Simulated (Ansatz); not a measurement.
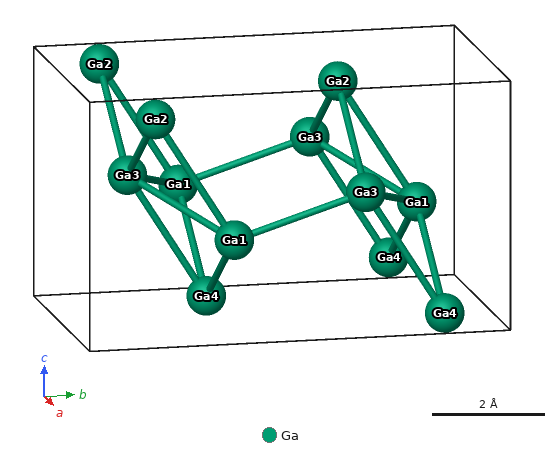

The starting point is crystalline Ga (set up in Cmce). A ball-and-stick model of the conventional cell (2 times the calculation's cell), seen slightly off an axis. Lengths and directions refer to the drawn axes.

Computed with Ansatz 0.2.0, DFT PBE, scalar-relativistic, plane waves, PAW. (plane-wave cutoff 420 eV; k-point mesh 12 × 12 × 10; occupations gaussian; smearing width 0.1 eV; no spin polarisation)

The variant: Every gallium atom is replaced by aluminium, which gives Al. Cell and atoms are relaxed again (to zero pressure within 0.1 GPa, forces under 0.01 eV/Å).

> What does the calculation give for the changed structure?

The volume per atom goes from 20.31 to 20.50 Å³. The drawn cell changes as follows: a 4.573 → 4.443 Å (−2.9 %), b 7.741 → 8.063 Å (+4.2 %), c 4.589 → 4.578 Å (−0.2 %); the volume changes by +1.0 %. The space group stays Cmce (No. 64). Both are metals.

The changed structure in the same view:

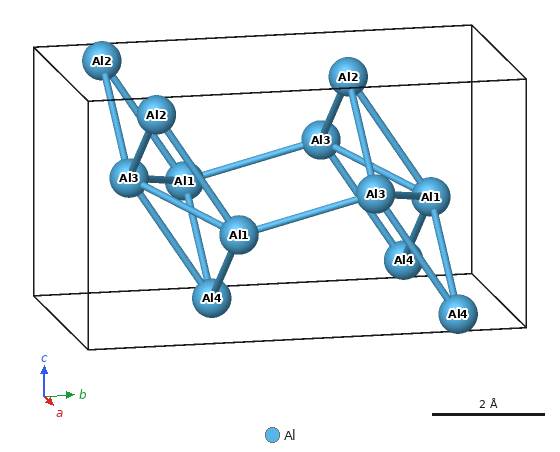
